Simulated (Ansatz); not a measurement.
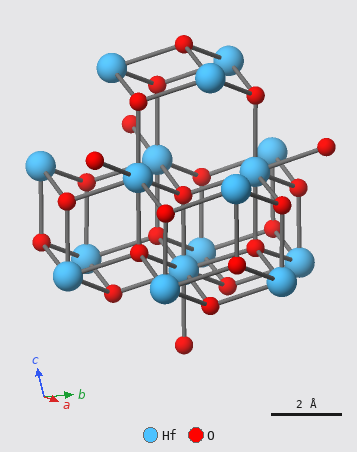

Starting structure of a crystal of Hf8O13 (a generated structure, set up in P1) (coarse preliminary run). Style: ball-and-stick. Shown: the atoms within 5.0 Å of the atom that moves most (axes of the larger cell on standard axes (2 times the calculation's cell)), slightly off an axis.

Case: 3 of 16 O atoms taken out at random.

The calculation used DFT PBE, scalar-relativistic, plane waves, PAW in Ansatz 0.2.0.

The input:
```yaml
crystal:
  lattice:
    - [-5.0976115218, 5.0976115218, 0.0]
    - [-5.0976115218, 0.0, 5.0976115218]
    - [0.0, 5.0976115218, 5.0976115218]
  atoms:
    - { symbol: Hf, position: [0.0013101572, 0.0039141651, 0.4996721193] }
    - { symbol: Hf, position: [0.495500635, 0.0014487729, 0.5055734219] }
    - { symbol: Hf, position: [0.9977437328, 0.5015413864, 0.5041073224] }
    - { symbol: Hf, position: [0.9996839795, 0.9979471693, 0.0010512964] }
    - { symbol: Hf, position: [0.4962457874, 0.4994729573, 0.5030287218] }
    - { symbol: Hf, position: [0.5011195358, 0.0004119434, 0.0010842767] }
    - { symbol: Hf, position: [0.0011561675, 0.5012548445, 0.9975845749] }
    - { symbol: Hf, position: [0.4993911644, 0.5059848335, 0.9944987568] }
    - { symbol: O, position: [0.3764861018, 0.8756753456, 0.3764697465] }
    - { symbol: O, position: [0.8749447213, 0.3765402478, 0.3721999471] }
    - { symbol: O, position: [0.8740376093, 0.8781676571, 0.8658154984] }
    - { symbol: O, position: [0.3758430622, 0.8832318923, 0.8681722889] }
    - { symbol: O, position: [0.3755436871, 0.3700683518, 0.8777452006] }
    - { symbol: O, position: [0.6243312369, 0.6251737537, 0.1233402168] }
    - { symbol: O, position: [0.1298816817, 0.6264472847, 0.1241405354] }
    - { symbol: O, position: [0.6232660327, 0.1224519961, 0.1290302688] }
    - { symbol: O, position: [0.6247379453, 0.6228438231, 0.6264215411] }
    - { symbol: O, position: [0.1295967416, 0.1211492114, 0.1270124057] }
    - { symbol: O, position: [0.121528585, 0.6276989444, 0.6247681924] }
    - { symbol: O, position: [0.6232018593, 0.1295317517, 0.6270474514] }
    - { symbol: O, position: [0.1204686876, 0.1271537897, 0.6290152065] }
  symmetry: { detect: false }
basis:
  ecutwfc: 420
kpoints:
  mp_grid: { grid: [2, 2, 2], shift: [0.5, 0.5, 0.5] }
hamiltonian:
  xc: pbe
scf:
  occupations: { method: gaussian, width: 0.1 }
  lower_state_search: "off"
output:
  forces: true
  stress: true
  eigenvalues: true
relax:
  adjacent_minimum: "off"
  f_tol: 0.04
  max_steps: 50
  cell: { stress_tol: 0.3 }
```

Run as
```bash
ansatz run input.yaml --threads 4 --pin off --max-ram 9216MiB --backend cpu --events-out ev --progress --plain --runs-dir out
```

Q: What does the optimiser find from here?

A: After 11 accepted moves (13 points after the start) the energy has fallen by 78.9 meV per atom. The largest force component goes from 0.93 to 0.023 eV/Å. Pressure: −3.79 GPa at the start and 0.06 GPa at the end. The line search rejected the trial step at point 7 of the run. The SCF was repeated once at an unchanged geometry on a basis and grid sized afresh for the cell, which shifted the energy by 0.6 meV per atom at most. The atom that moves furthest relative to the cell is O16 (0.64 Å roughly along [1 0 3]). By element the largest moves are O 0.64 Å, Hf 0.28 Å. The drawn cell changes as follows: a 12.487 → 12.174 Å (−2.5 %), b 7.209 → 7.234 Å (+0.3 %), c 7.209 → 7.256 Å (+0.7 %), α 90.0° → 88.4°, β 125.3° → 124.0°, γ 90.0° → 92.6°; the volume changes by −0.1 %. Near-neighbour distances that change, for instance: Hf7–O15 2.240 → 3.188 Å, Hf6–O16 2.191 → 3.078 Å, Hf1–O11 2.156 → 2.720 Å, Hf2–O21 2.208 → 2.699 Å. Bonds break, among them: Hf6–O16 (2.19 → 3.08 Å), Hf7–O15 (2.24 → 3.19 Å). Bond angles that change, for instance: O16–Hf4–O18 109.8° → 87.0°, O14–Hf8–O15 108.9° → 86.4°, O14–Hf8–O16 108.2° → 86.2°. The space group stays P1 (No. 1).

The structure at the end:

```
Hf O
1.0
    -5.21494    5.07173    0.14974
    -5.20214    0.16254    5.05587
    -0.02783    5.19363    5.19057
Hf O
8 13
Cartesian
  -0.0827 2.5287 2.5540
  -7.8969 5.3478 7.6414
  -7.8047 7.7193 5.2279
  -5.2282 5.3023 10.1774
  -5.2535 5.1711 5.1254
  -7.7204 7.7883 10.2212
  -7.7181 10.1636 7.6915
  -5.2679 7.7259 7.7197
  -6.8492 3.9316 6.4092
  -6.8328 6.3460 3.8911
  -8.8107 9.2731 9.2644
  -6.7090 6.5030 8.9541
  -3.6504 6.6497 6.6138
  -6.1798 3.8646 3.8357
  -4.2284 1.8031 4.2120
  -4.3123 4.1831 1.7318
  -6.2575 6.5056 6.3928
  -1.0024 1.2120 1.2541
  -4.1896 4.0320 6.4851
  -4.1397 6.4263 3.9324
  -0.9556 3.6991 4.0173
```

After the run, drawn alike:

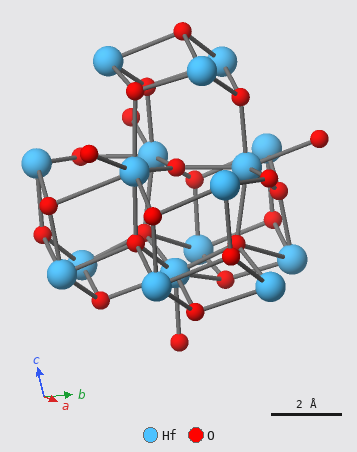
